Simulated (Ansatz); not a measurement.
GaAs

The calculation's input:

```
crystal:
  lattice:
    - [0.0251244442, 2.8767488887, 2.8767488887]
    - [2.8767488887, 0.0251244442, 2.8767488887]
    - [2.8767488887, 2.8767488887, 0.0251244442]
  atoms:
    - { symbol: Ga, position: [0.0004881298, 0.0004881298, 0.0004881298] }
    - { symbol: As, position: [0.2495118702, 0.2495118702, 0.2495118702] }
scf:
  occupations: { method: gaussian, width: 0.01 }
  n_extra_bands: 8
output:
  eigenvalues: true
  eigenstates:
    kpoints: [[0, 0, 0], [0.5, 0.5, 0.5], [0.5, 0.5, 0]]
    e_range: [-5, 5]
  write_density: true
  write_potential: true
  elf: true
  volumetric_format: npy
hamiltonian:
  xc: r2scan
  pseudopotentials: { kind: paw_fr }
kpoints:
  mp_grid: { grid: [8, 8, 8] }
magnetization:
  noncollinear: true
  spin_orbit: true
```

Run with:

```sh
ansatz run input.yaml --threads 4 --pin off --max-ram 6144MiB --backend cpu --events-out ev --progress --plain --runs-dir out
```

Below, planes, directions and counts refer to the conventional cell (a = 4.03 Å, b = 4.03 Å, c = 10.01 Å, α = 90.00°, β = 90.00°, γ = 120.00°).

Space group R3m; a generated structure, not necessarily the stable one.

Level of theory: DFT r2SCAN, spin-orbit coupling, plane waves, PAW (Ansatz 0.2.0).

In a PAW calculation such maps are meaningful between the atoms, not at the nuclei.

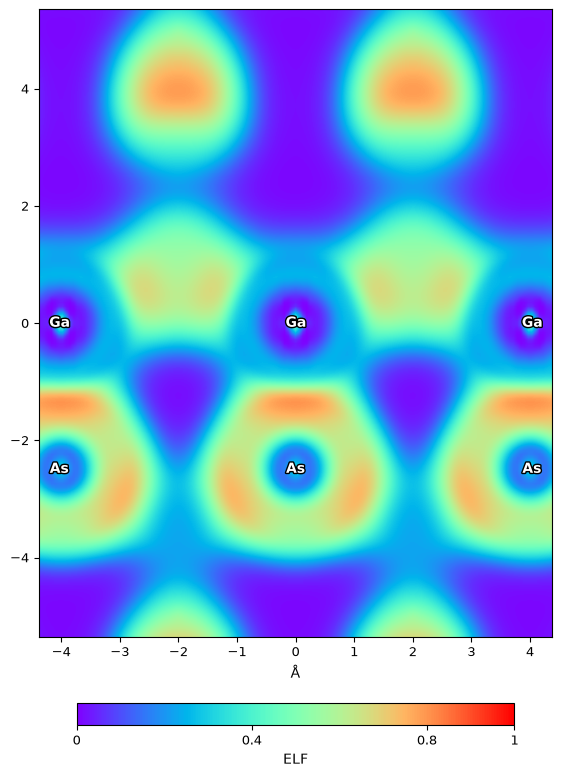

Figure 1. ELF on the (100) plane of the conventional cell.

Question: Describe what can be read from this map.

Answer: Atoms in the plane: Ga and As. Ga–As (2.49 Å): the ELF peaks at about 0.80 between the atoms: a shared electron pair. The features right at Ga lie inside the PAW spheres, where the map follows smoothed inner orbitals and isn't to be read closely.

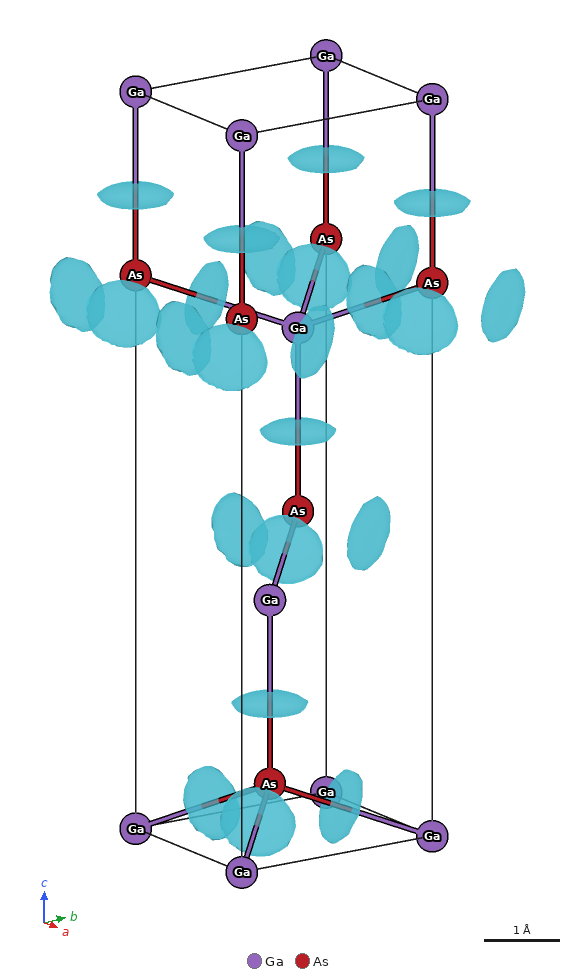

Figure 2. Isosurface of the electron localisation function at 0.75 (cyan), seen slightly off an axis. Core shells and regions of very low density are left out. Sticks mark near contacts.

Question: What do the ELF domains correspond to?

Answer: The ELF exceeds this value in twelve regions between bonded As–Ga atoms (shared pairs), counted in one cell of 6 atoms. Regions shared between cells count once. Profiles from the grid: Ga–As (2.48 Å): the ELF peaks at about 0.80 between the atoms (a covalent bond).

Question: Does the calculation make it a metal, or give it a gap?

Answer: It is gapped, with a Kohn–Sham gap of 0.56 eV on the k-point mesh, an upper bound to the gap of this method.
